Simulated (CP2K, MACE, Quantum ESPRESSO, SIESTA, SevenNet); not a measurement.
# Amorphous 47In₂O₃–53ZnO between −6 % and +6 % in volume: pressure, energy and Kohn-Sham gap from three PBE programs and two machine-learned potentials

Amorphous indium zinc oxide links In³⁺ and Zn²⁺ through O²⁻. Both cations have a filled d shell and an empty s shell, and these s shells form most of the lower conduction band. Squeezing the network should therefore move the gap, which suggests an optical gauge for hydrostatic load.

We set the brief ourselves. At full load the gap must have risen by at least 0.10 eV, the added pressure must stay below 8 GPa, and a reading error of 10 meV in the gap must correspond to less than 1 GPa. The candidates for full load are the five volumes of one 65-atom cell. Gap and pressure changes are counted from the unchanged cell at the same level. The three PBE programs supply both quantities; the two machine-learned potentials supply pressure and energy only.

## How the numbers were made

One cell of 65 atoms: 65 atoms (18 Sc, 10 Zn, 37 O) placed at random at 4.13 g/cm³, melted at 5000 K for 10 ps at fixed volume with the Morse and Coulomb pair potential with partial charges (Pedone, Malavasi, Menziani, Cormack and Segre, J. Phys. Chem. B 110, 11780 (2006)). Quenched from 5000 K to 300 K at 1000 K/ps and fixed volume, held 10 ps at zero pressure, then minimised at fixed cell. Then Sc was replaced by In and the cell scaled by 1.027 (the potential has no terms for the new elements, so the cell is a start for a DFT relaxation). Then the atoms were relaxed with SevenNet 0 in the fixed cell. After each change the atoms were relaxed again in the fixed cell with the same machine-learned potential, SevenNet-0; no DFT relaxation followed. All levels are single points on the same geometries, without spin polarisation; k-points Γ alone, a smearing of 0.05 eV. Levels: machine-learned interatomic potential MACE MP-0b2 small, trained on PBE(+U) plane-wave data; machine-learned interatomic potential SevenNet 0, trained on PBE(+U) plane-wave data; Quantum ESPRESSO 7.5, PBE, SSSP efficiency 1.3.0 pseudopotentials, plane waves (wave cutoff 816 eV); CP2K 2026.2, PBE, GTH-PBE pseudopotentials, Gaussian and plane waves, DZVP-MOLOPT-SR-GTH, diagonalisation (grid cutoff 800 Ry); SIESTA 5.4.2, PBE, PseudoDojo 0.4.1 norm-conserving pseudopotentials (converted to PSML), numerical atomic orbitals (DZP), diagonalisation (grid cutoff 500 Ry). Each level's energies count from its own run of the unchanged cell; in the Quantum ESPRESSO run of it, the cell has a density of 6.18 g/cm³, a pressure of -0.6 GPa and a spacing of 0.45 eV between highest filled and lowest empty level, and its k-points sample 10 Å along the shortest periodic direction.

Notes on method and selection:

- The geometry is the minimum of SevenNet-0, so that potential's own rows are favoured and the others carry forces.
- The atoms move by the relaxing potential between rows, so for the other levels the pressure isn't the slope of the energy along the series.
- The k-points sample a periodic length of only 10 Å along the shortest direction; all electronic-structure levels share this error.
- The gap is read on the run's k-points alone; semilocal functionals tend to put gaps under measured ones.
- The open machine-learned potentials were trained mostly on computed crystals (Materials Project trajectories and like sets), at PBE and PBE+U unless another functional is named.
- One small sample stands for the material.
- Where atoms are relaxed at each volume, a cell can fall into another minimum, and loose force tolerances leave some of the strain unrelaxed.
- GFN1-xTB was also tried at all five volumes, but its runs ended in errors and gave no rows.
- Runs that did not converge, have known faults or may not be shown are not listed, and runs on Ansatz's PAW sets soft_1 and soft_2 are kept to separate tables.

Columns:

- volume change (%): change of the cell's volume, all axes scaled alike.
- volume (Å³/atom): volume per atom.
- pressure (GPa): pressure, a third of the trace of the stress, positive under compression, without a kinetic term.
- energy (meV/atom): energy per atom less that of the unchanged cell at the same level.
- gap (eV): Kohn-Sham gap: lowest empty less highest filled level over the k-points of the run.

## The series

| member | level | volume change (%) | volume (Å³/atom) | pressure (GPa) | energy (meV/atom) | gap (eV) |
| --- | --- | --- | --- | --- | --- | --- |
| −6 % | MACE MP-0b2 small | −6 | 12.8829 | 6.361 | 14.977 | – |
| −3 % | MACE MP-0b2 small | −3 | 13.2940 | 2.885 | 3.570 | – |
| +0 % | MACE MP-0b2 small | 0 | 13.7052 | 0.119 | 0.000 | – |
| +3 % | MACE MP-0b2 small | 3 | 14.1163 | −2.475 | 2.996 | – |
| +6 % | MACE MP-0b2 small | 6 | 14.5275 | −4.638 | 12.088 | – |
| −6 % | SevenNet 0 | −6 | 12.8829 | 6.445 | 14.513 | – |
| −3 % | SevenNet 0 | −3 | 13.2940 | 2.829 | 3.224 | – |
| +0 % | SevenNet 0 | 0 | 13.7052 | −0.019 | 0.000 | – |
| +3 % | SevenNet 0 | 3 | 14.1163 | −2.713 | 3.545 | – |
| +6 % | SevenNet 0 | 6 | 14.5275 | −4.982 | 13.489 | – |
| −6 % | Quantum ESPRESSO, PBE | −6 | 12.8829 | 5.513 | 14.545 | 0.569 |
| −3 % | Quantum ESPRESSO, PBE | −3 | 13.2940 | 2.082 | 3.539 | 0.501 |
| +0 % | Quantum ESPRESSO, PBE | 0 | 13.7052 | −0.649 | 0.000 | 0.449 |
| +3 % | Quantum ESPRESSO, PBE | 3 | 14.1163 | −3.222 | 3.719 | 0.377 |
| +6 % | Quantum ESPRESSO, PBE | 6 | 14.5275 | −5.388 | 13.447 | 0.317 |
| −6 % | CP2K double zeta, PBE | −6 | 12.8829 | 7.778 | 19.965 | 0.542 |
| −3 % | CP2K double zeta, PBE | −3 | 13.2940 | 4.138 | 6.004 | 0.473 |
| +0 % | CP2K double zeta, PBE | 0 | 13.7052 | 1.251 | 0.000 | 0.423 |
| +3 % | CP2K double zeta, PBE | 3 | 14.1163 | −1.463 | 1.003 | 0.356 |
| +6 % | CP2K double zeta, PBE | 6 | 14.5275 | −3.736 | 8.586 | 0.300 |
| −6 % | SIESTA DZP, PBE | −6 | 12.8829 | 5.186 | 5.121 | 0.622 |
| −3 % | SIESTA DZP, PBE | −3 | 13.2940 | 1.543 | −1.447 | 0.534 |
| +0 % | SIESTA DZP, PBE | 0 | 13.7052 | −1.280 | 0.000 | 0.481 |
| +3 % | SIESTA DZP, PBE | 3 | 14.1163 | −3.973 | 7.945 | 0.410 |
| +6 % | SIESTA DZP, PBE | 6 | 14.5275 | −6.188 | 22.523 | 0.345 |

pressure (GPa) against volume change (%):

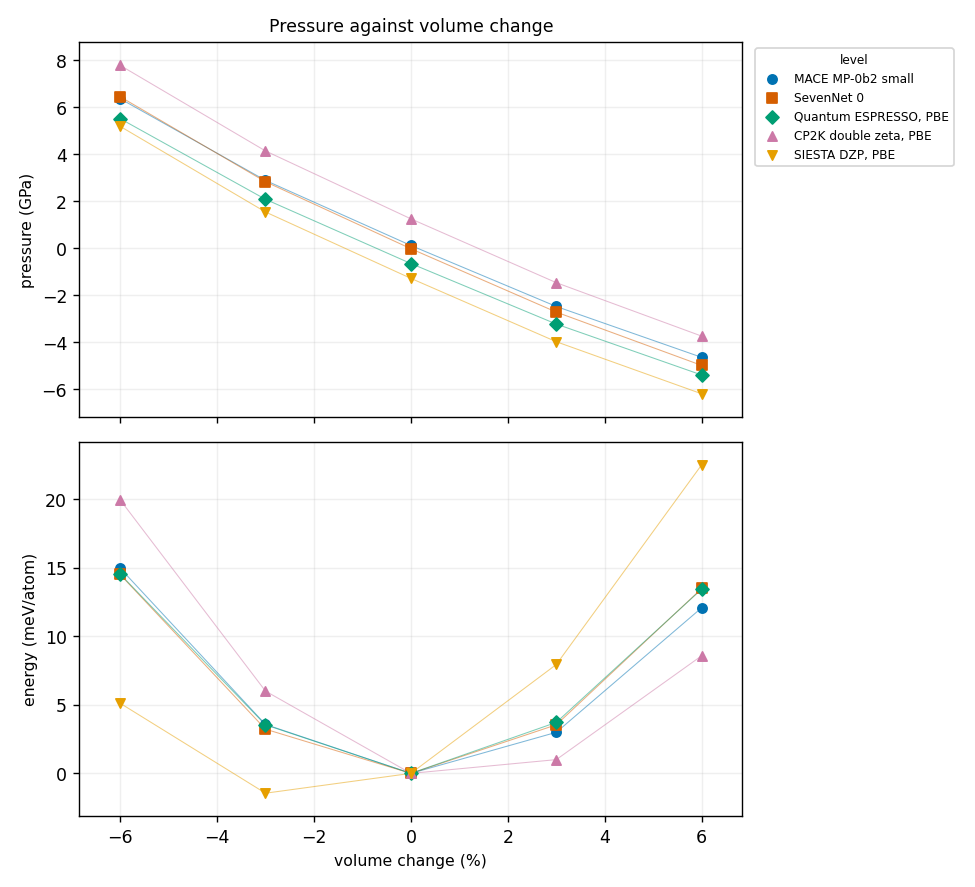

Least-squares fits to the whole series, with x = volume change (%); R² and errors in the fitted variable (y, or ln y where the fit is in ln y):

| y | level | members | fit | R² | rms residual | leave-one-out rms | the same for the mean of the others |
| --- | --- | --- | --- | --- | --- | --- | --- |
| pressure (GPa) | MACE MP-0b2 small | 5 | y = 0.05069 − 0.9119 x + 0.02221 x² | 1.00 | 0.058 | 0.19 | 4.9 |
| pressure (GPa) | SevenNet 0 | 5 | y = −0.09486 − 0.9465 x + 0.02260 x² | 1.00 | 0.068 | 0.23 | 5.0 |
| pressure (GPa) | Quantum ESPRESSO, PBE | 5 | y = −0.7168 − 0.9035 x + 0.02133 x² | 1.00 | 0.059 | 0.20 | 4.8 |
| pressure (GPa) | CP2K double zeta, PBE | 5 | y = 1.178 − 0.9543 x + 0.02307 x² | 1.00 | 0.063 | 0.21 | 5.1 |
| pressure (GPa) | SIESTA DZP, PBE | 5 | y = −1.369 − 0.9421 x + 0.02370 x² | 1.00 | 0.074 | 0.24 | 5.0 |
| energy (meV/atom) | MACE MP-0b2 small | 5 | y = −0.06866 − 0.2117 x + 0.3775 x² | 1.00 | 0.25 | 1.0 | 7.2 |
| energy (meV/atom) | SevenNet 0 | 5 | y = −0.07937 − 0.05757 x + 0.3908 x² | 1.00 | 0.24 | 0.99 | 7.4 |
| energy (meV/atom) | Quantum ESPRESSO, PBE | 5 | y = 0.08914 − 0.06720 x + 0.3867 x² | 1.00 | 0.21 | 0.87 | 7.3 |
| energy (meV/atom) | CP2K double zeta, PBE | 5 | y = −0.04483 − 0.9253 x + 0.3976 x² | 1.00 | 0.20 | 0.81 | 9.0 |
| energy (meV/atom) | SIESTA DZP, PBE | 5 | y = −0.1416 + 1.473 x + 0.3872 x² | 1.00 | 0.21 | 0.84 | 11 |

## Reading the trend

Pressure rises with compression at every level, and the levels agree on the stiffness much better than on the zero of pressure. With B = −V dP/dV, the fitted slopes at the unchanged volume give 100 × 0.9035 = 90 GPa for Quantum ESPRESSO and 100 × 0.9543 = 95 GPa for CP2K, with the other three in between. The positive quadratic term means that the oxide stiffens as it is squeezed, because the repulsion between ions grows steeply at short distance. Inside the range the fits can be used for estimates: at −4 %, Quantum ESPRESSO should give −0.7168 + 0.9035 × 4 + 0.02133 × 16 = 3.2 GPa, with a leave-one-out error of 0.20 GPa.

At the unchanged volume the pressure runs from −1.280 GPa (SIESTA) to 1.251 GPa (CP2K). The fits place zero pressure near −1.4 % for SIESTA, −0.8 % for Quantum ESPRESSO and +1.3 % for CP2K. Since functional and geometry are the same, the differences must come from basis sets, pseudopotentials and other numerical settings. The offset shows in the energies too: SIESTA, under tension at the unchanged volume, has its lowest tabulated energy at −3 %.

The gap falls with every step of expansion in all three programs. From end to end the slope is (0.317 − 0.569) / 12 = −0.021 eV per % of volume in Quantum ESPRESSO, (0.300 − 0.542) / 12 = −0.020 in CP2K and (0.345 − 0.622) / 12 = −0.023 in SIESTA. The usual explanation for such oxides is that the bottom of the conduction band is antibonding between metal s and oxygen orbitals. Shorter bonds raise it faster than they raise the oxygen 2p states at the top of the valence band. The table holds only the gap, so the two band edges cannot be followed one by one.

## Exceptions

Largest departures from the fit to the whole series:

| member | level | pressure (GPa) | fit | computed − fit | in rms residuals |
| --- | --- | --- | --- | --- | --- |
| −3 % | SevenNet 0 | 2.829 | 2.948 | −0.119 | 1.8 |
| −3 % | Quantum ESPRESSO, PBE | 2.082 | 2.186 | −0.104 | 1.8 |
| −3 % | CP2K double zeta, PBE | 4.138 | 4.249 | −0.111 | 1.7 |
| −3 % | MACE MP-0b2 small | 2.885 | 2.986 | −0.101 | 1.7 |

The −3 % cell lies about 0.1 GPa below the pressure fit at every level, which points to the shared geometry, though a quadratic fit also misses any cubic term. SevenNet-0, whose minima these are, offers a check, since its energy should equal the work of compression. With a volume step of 13.7052 − 12.8829 = 0.8223 Å³/atom and 1 meV/Å³ = 0.1602 GPa, Simpson's rule from 0 to −6 % gives (0.8223 / 6) × (−0.019 + 4 × 2.829 + 6.445) / 0.1602 = 15.2 meV/atom, against 14.513 in the table. On expansion the same sum gives 13.6 against 13.489. The missing 0.7 meV/atom on compression would fit a small rearrangement into a lower minimum, though a sum over only three pressures has an error of its own; it is too small to upset the trend.

In SIESTA the gap rises by 0.088 eV from −3 % to −6 %, against 0.068 eV in Quantum ESPRESSO and 0.069 eV in CP2K. We suspect the basis or the real-space grid, and give this point less weight.

## Meeting the brief

The unchanged and expanded cells drop out, because their gap does not rise. That leaves −3 % and −6 %.

We use ΔP = P(x) − P(0), ΔG = gap(x) − gap(0), the sensitivity S = ΔG / ΔP, and the load error δP = 10 meV / S.

At −6 %, Quantum ESPRESSO gives ΔG = 0.569 − 0.449 = 0.120 eV and ΔP = 5.513 + 0.649 = 6.162 GPa. Hence S = 120 / 6.162 = 19.5 meV/GPa and δP = 10 / 19.5 = 0.51 GPa. CP2K gives ΔG = 0.542 − 0.423 = 0.119 eV, ΔP = 7.778 − 1.251 = 6.527 GPa and δP = 0.010 × 6.527 / 0.119 = 0.55 GPa. SIESTA gives ΔG = 0.622 − 0.481 = 0.141 eV, ΔP = 5.186 + 1.280 = 6.466 GPa and δP = 0.010 × 6.466 / 0.141 = 0.46 GPa. All three meet the brief.

At −3 % the gap rises by only 0.473 − 0.423 = 0.050 eV (CP2K) to 0.534 − 0.481 = 0.053 eV (SIESTA), about half the target, although the load error is still below 1 GPa.

A real gauge starts at zero pressure, which each program places at a different volume. Interpolating the gap linearly to that volume, we find rises to the −6 % cell of about 0.11 eV (Quantum ESPRESSO), 0.12 eV (SIESTA) and 0.15 eV (CP2K). The full loads are then the tabulated pressures, 5.513, 5.186 and 7.778 GPa. The −6 % cell still passes, but narrowly on gap in Quantum ESPRESSO and narrowly on load in CP2K.

Our pick is −6 %, with −3 % as a runner-up that fails on signal. PBE puts gaps too low, so we rely on the shift and not on the gap itself. PBE also tends to make oxides somewhat too soft, so the true load may be higher than calculated. Counted from the unchanged cell, the pick would fall if the true shift were more than (0.120 − 0.10) / 0.120 = 17 % below the Quantum ESPRESSO value. It would also fall if the glass densified permanently under load, since the gauge would then not return to its starting point.

## Conclusions

Between −6 % and +6 % in volume, changes in pressure and gap carry over from one PBE program to another much better than the pressure at a given volume does. This rests on one small sample, whose network was first formed as a scandium zinc oxide.

Two effects on the gap itself exceed the whole spread of tabulated gaps, 0.622 − 0.300 = 0.322 eV. The semilocal functional lowers the gap of transparent oxides of this kind by roughly 2 eV. In heavily doped films, electrons filling the bottom of the conduction band raise the optical gap, by roughly half an eV at high carrier density. Either harms the gauge only so far as it changes with load.
